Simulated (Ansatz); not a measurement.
```
Al Cu
1.0
     2.99751    0.00000    0.00000
     0.00000    2.99751    0.00000
     0.00000    0.00000    2.99751
Al Cu
1 1
Direct
  0.00000 0.00000 0.00000
  0.50000 0.50000 0.50000
```

Space group Pm-3m; a structure from a database of computed crystals, not necessarily the ambient phase; computed pressure about −5 GPa in this cell; computed without spin polarisation.

Level of theory: DFT PBEsol, scalar-relativistic, plane waves, PAW in Ansatz.

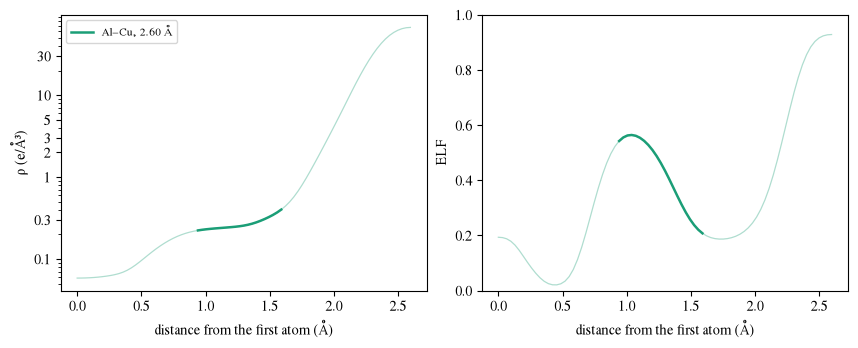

AlCu. Valence electron density and ELF along straight lines between neighbouring atoms. Thin, pale parts lie inside the atomic spheres.

In a PAW calculation such maps are meaningful between the atoms, not at the nuclei.

> What can be read from the curves?

Al–Cu (2.60 Å): ρ at the midpoint is about 0.26 e/Å³; the ELF is about 0.45 at the midpoint.
